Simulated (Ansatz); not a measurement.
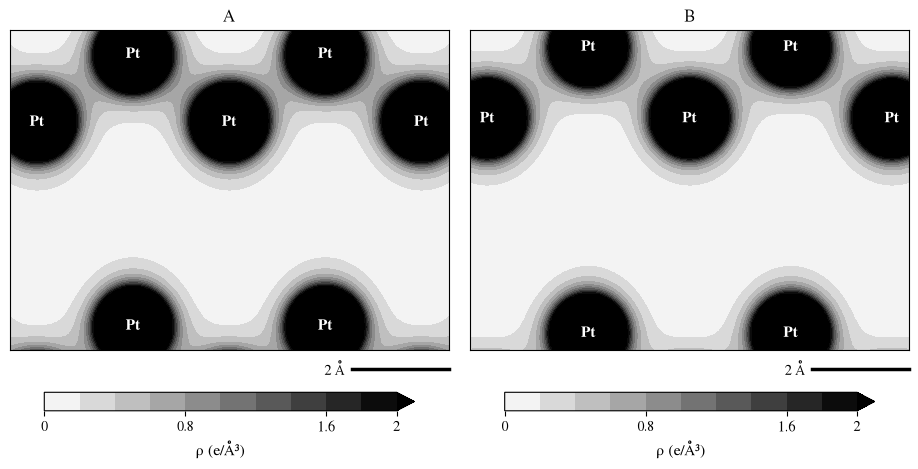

Pt. The valence charge density (pseudo) of two cells that differ in size, on the (101̄) plane of each (indices in the axes of the calculation cell), at one length scale and on one colour scale; one has 22.1 and the other 25.8 Å³ an atom.

Computed with DFT, PBEsol, plane waves (420 eV) with PAW, scalar-relativistic in Ansatz 0.2.0.

Core electrons are frozen (PAW), and the valence fields are smoothed inside the atomic spheres.

### Which panel shows the smaller cell, and what does the compression change?

Panel A is the smaller cell, by 14 % in volume. From the larger cell to the smaller, Pt–Pt goes from 2.56 to 2.43 Å, and the density at its midpoint from 0.58 to 0.73 e/Å³; the pressure goes from −11 to 6 GPa.
